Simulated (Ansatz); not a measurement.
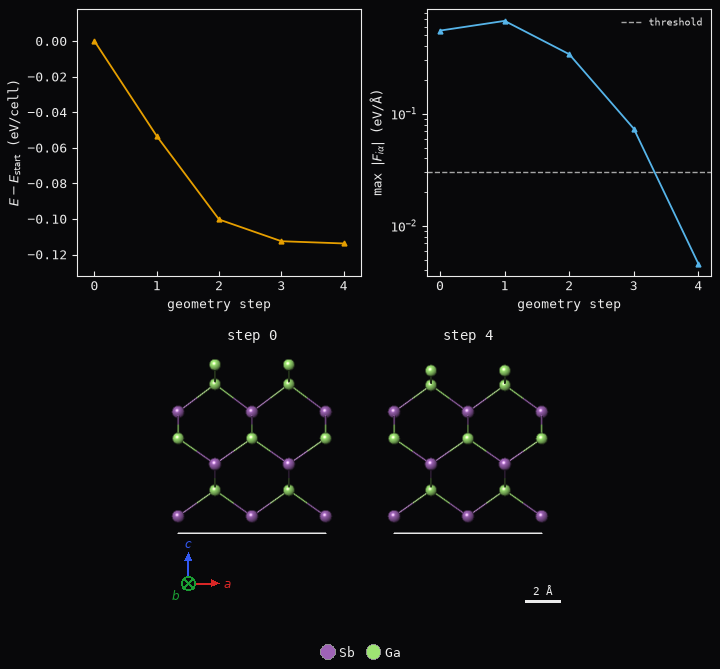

First and last geometry of a constrained relaxation of a slab of composition Ga4Sb3 (cut from the F-43m phase), with the history of the run. Style: ball-and-stick. Shown: the 2 × 2 repeat of the cell, outlined in the plane, without the vacuum, along the b axis.

Case: Ga put at a bridge Ga-Ga site. The slab is the (1 0 0) face of GaSb with Ga on it. 3 atoms are held fixed.

The calculation used DFT PBEsol, scalar-relativistic, plane waves, PAW (Ansatz).

Input file:
```yaml
crystal:
  lattice:
    - [4.3212908977, 0.0, 0.0]
    - [0.0, 4.3212908977, 0.0]
    - [0.0, 0.0, 26.6390352431]
  atoms:
    - { symbol: Sb, position: [0.0, 0.5, 0.3190806245] }
    - { symbol: Ga, position: [0.5, 0.5, 0.3764328158] }
    - { symbol: Sb, position: [0.5, 0.0, 0.4337850073] }
    - { symbol: Ga, position: [0.0, 0.0, 0.4904864058] }
    - { symbol: Sb, position: [0.0, 0.5, 0.548649438] }
    - { symbol: Ga, position: [0.5, 0.5, 0.6094876654] }
    - { symbol: Ga, position: [0.5, 1.0, 0.652282008] }
basis:
  ecutwfc: 420
kpoints:
  mp_grid: { grid: [7, 7, 1] }
hamiltonian:
  xc: pbesol
scf:
  occupations: { method: gaussian, width: 0.1 }
output:
  forces: true
  eigenvalues: true
  write_density: true
  write_potential: true
  elf: true
  volumetric_format: npy
relax:
  adjacent_minimum: "off"
  f_tol: 0.03
  max_steps: 70
  constraints: [{ sites: [0, 1, 2] }]
efield:
  axis: 3
  dipole_correction: true
  ramp_width: 0.04
```

Command:
```bash
ansatz run input.yaml --threads 2 --pin off --max-ram 5120MiB --backend cpu --events-out ev --progress --plain --runs-dir out
```

### Read the history and describe the run.

It converged. Over 4 geometry steps the energy falls by 0.114 eV per cell of the calculation. Largest force component: 0.55 eV/Å at the start, 0.0046 eV/Å at the end. The atom that moves furthest is Ga7 (0.34 Å along the normal (−c)). Sb stays in place. The lattice vectors keep their values. Some distances before and after: Ga6–Ga7 2.443 → 2.323 Å, Sb5–Ga6 2.701 → 2.667 Å, Ga4–Sb5 2.659 → 2.668 Å, Sb3–Ga4 2.636 → 2.628 Å. Among the angles between lasting bonds that change: Ga7–Ga6–Ga7 124.4° → 136.9°, Sb5–Ga6–Ga7 106.3° → 102.4°. The run took 100 s on 2 threads of Intel(R) Xeon(R) Platinum 8488C (Sapphire Rapids), with other jobs on the host, peak memory 0.95 GiB.

```tsv
step	E − E(0), meV/atom	largest force component, eV/Å
0	0.00	0.5527
1	-7.63	0.6747
2	-14.33	0.3402
3	-16.07	0.0737
4	-16.25	0.0046
```

Limits of the set-up: the periodic images lie only 4.3 Å apart, so the values are limited by the cell's size.
